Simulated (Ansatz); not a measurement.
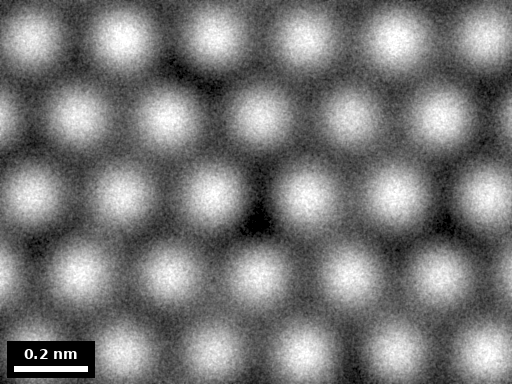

An image along [111] of one of the structures below (computed or model cells, partly hypothetical, each in its standard cell). Simulated incoherent Z contrast: every atom adds Z^1.8 spread by a probe of 1.30 Å full width; channelling and multiple scattering are left out. The display is stretched by a gamma of 0.65; percentages refer to the linear signal. Shot noise and the speckle of an amorphous layer were added.

A. Ti
Space group P6_3/mmc (No. 194). a = 2.934 Å, b = 2.934 Å, c = 9.388 Å, α = 90.00°, β = 90.00°, γ = 120.00°
```csv
atom,site,symmetry,x,y,z
Ti,2a,-3m.,0.0000,0.0000,0.0000
Ti,2c,-6m2,0.3333,0.6667,0.2500
```

B. Ni
Space group P6_3/mmc (No. 194). a = 2.446 Å, b = 2.446 Å, c = 4.034 Å, α = 90.00°, β = 90.00°, γ = 120.00°
```json
{"atom": "Ni", "site": "2c", "symmetry": "-6m2", "x": "0.3333", "y": "0.6667", "z": "0.2500"}
```

C. Rh
Space group Fm-3m (No. 225). a = 3.902 Å, b = 3.902 Å, c = 3.902 Å, α = 90.00°, β = 90.00°, γ = 90.00°
| atom | site | symmetry | x | y | z |
| --- | --- | --- | --- | --- | --- |
| Rh | 4a | m-3m | 0.0000 | 0.0000 | 0.0000 |

D. Rh
Space group Im-3m (No. 229). a = 3.046 Å, b = 3.046 Å, c = 3.046 Å, α = 90.00°, β = 90.00°, γ = 90.00°
| atom | site | symmetry | x | y | z |
| --- | --- | --- | --- | --- | --- |
| Rh | 2a | m-3m | 0.0000 | 0.0000 | 0.0000 |

Q: Which of them gives this image?

D, Rh. Along [111] the projected cells are A 2.80 × 2.90 Å, 119°; B 2.09 × 2.36 Å, 116°; C 1.59 × 1.59 Å, 120°; D 2.49 × 2.49 Å, 120°. The image repeats as D does.

Structure D: coordinates from a relaxation with DFT, r2SCAN, plane waves (500 eV) with PAW, scalar-relativistic (Ansatz 0.2.0); the starting structure was generated, so it need not be a known form of this composition.
